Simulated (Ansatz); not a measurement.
B (Fd-3m, No. 227): the input geometry of an electronic-structure calculation (not necessarily at equilibrium); the starting structure was generated, so it need not be a known form of this composition.

```
B
1.0
     4.07193    0.00000    0.00000
     0.00000    4.07193    0.00000
     0.00000    0.00000    4.07193
B
8
Direct
  0.75000 0.75000 0.75000
  0.00000 0.50000 0.00000
  0.75000 0.25000 0.25000
  0.00000 0.00000 0.50000
  0.25000 0.75000 0.25000
  0.50000 0.50000 0.50000
  0.25000 0.25000 0.75000
  0.50000 0.00000 0.00000
```

What will a HAADF-like image along [111] show? Simulated incoherent Z contrast: every atom adds Z^1.7 spread by a probe of 0.87 Å full width; channelling and multiple scattering are left out. Shot noise was added.

The columns repeat on a hexagonal net with a repeat of 1.66 Å (plane group p6mm). All columns are alike (B). The shortest distance between visible columns is 1.66 Å in projection. Along the beam the structure repeats every 7.05 Å.

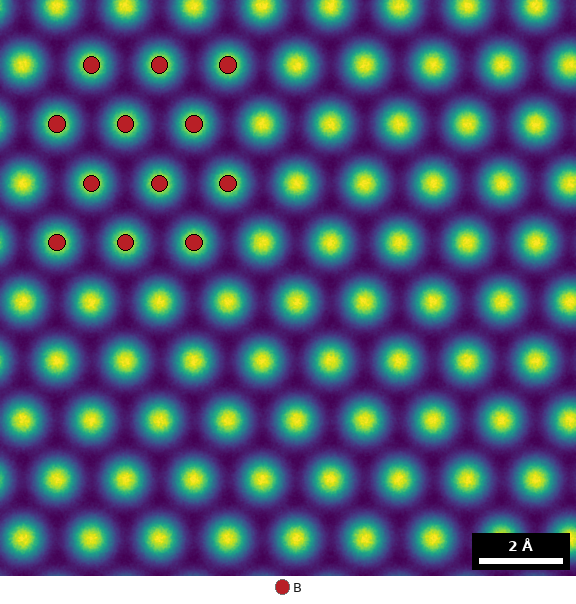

The simulated image, with the columns of the model marked in one corner.
